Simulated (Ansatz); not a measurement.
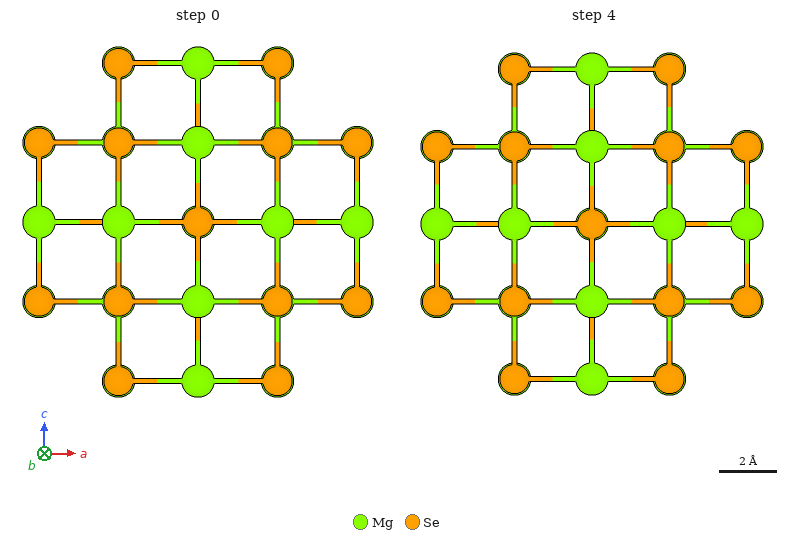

The structure of a crystal of MgSe (set up in Fm-3m) before (left) and after (right) a relaxation, at one scale.

A ball-and-stick model of the conventional cell (4 times the calculation's cell), seen along the b axis. Lengths and directions refer to the drawn axes.

Case: cell and atoms relaxed from 1.08 times the given volume.

Theory: DFT, PBEsol, PAW with Ansatz's default frozen-core files, scalar-relativistic in Ansatz. (plane-wave cutoff 420 eV; k-point mesh 8 × 8 × 8; occupations fermi dirac; smearing width 0.02 eV; no spin polarisation; cell and atoms relaxed; force threshold 0.005 eV/Å; at most 80 steps)

What changed between the two?

Answer. Over 3 accepted moves (4 points after the start) the energy falls by 23.4 meV per atom. All forces vanish by symmetry, so only the cell relaxes. The pressure goes from −4.29 to −0.01 GPa. The SCF was repeated once at an unchanged geometry on a basis and grid sized afresh for the cell, which shifted the energy by 0.1 meV per atom at most. The atoms keep their places relative to the cell (all moves are under 0.005 Å). Cell: a = b = c 5.593 → 5.450 Å (−2.6 %). Volume −7.5 %. Some distances before and after: Mg–Se 2.796 → 2.725 Å. The space group stays Fm-3m (No. 225). Cost: 7.4 s on 1 thread of Arm Neoverse V1 (shared host), peak memory 0.34 GiB.
